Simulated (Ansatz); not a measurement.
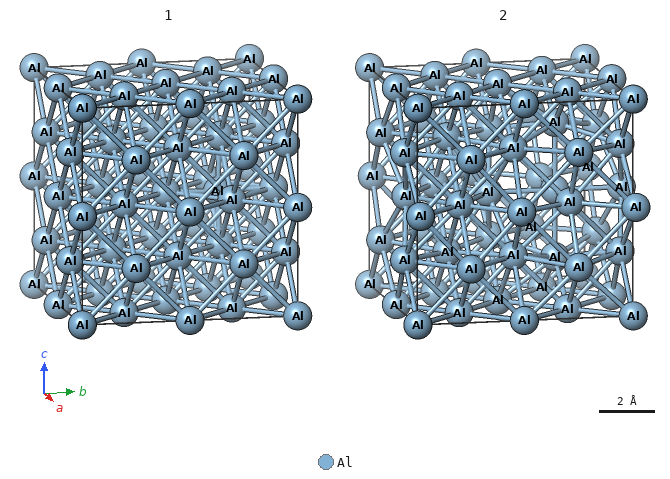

Two geometries of a defect cell of composition Al, drawn at one scale. One is the start of a relaxation, the other its converged end. A ball-and-stick model of the cell of the calculation (origin shifted), seen slightly off an axis.

The calculation used DFT LDA, scalar-relativistic, plane waves, PAW (Ansatz 0.2.0). Set-up: plane-wave cutoff 420 eV; k-point mesh 2 × 2 × 2; occupations gaussian; smearing width 0.1 eV; no spin polarisation; atoms relaxed in a fixed cell; force threshold 0.03 eV/Å; at most 60 steps.

**Which of the two is the end point?**

Structure 2 is the relaxed one. It is an interstitial Al in fcc Al. The run prepares an end point of a later path (interstitial hop) calculation, from a guessed geometry. After 4 geometry steps the energy has fallen by 7.922 eV per cell of the calculation. Largest force component: 8.8 eV/Å at the start, 0.012 eV/Å at the end. The largest moves, 0.49 Å, are those of Al atoms. The cell doesn't change. Near-neighbour distances that change, for instance: Al–Al 2.864 → 3.548 Å, Al–Al 1.953 → 2.508 Å, Al–Al 2.087 → 2.508 Å, Al–Al 2.864 → 2.644 Å. Bond angles that change, for instance: Al–Al–Al 175.1° → 179.8°, Al–Al–Al 93.9° → 90.0°, Al–Al–Al 86.2° → 90.0°. The run took 19 s on 2 threads of Intel(R) Xeon(R) Platinum 8488C (Sapphire Rapids), with other jobs on the host, peak memory 0.96 GiB.

Limits of the set-up: the k-point mesh is coarse for a cell with partly filled bands; the periodic images lie only 8.1 Å apart, so the values are limited by the cell's size.
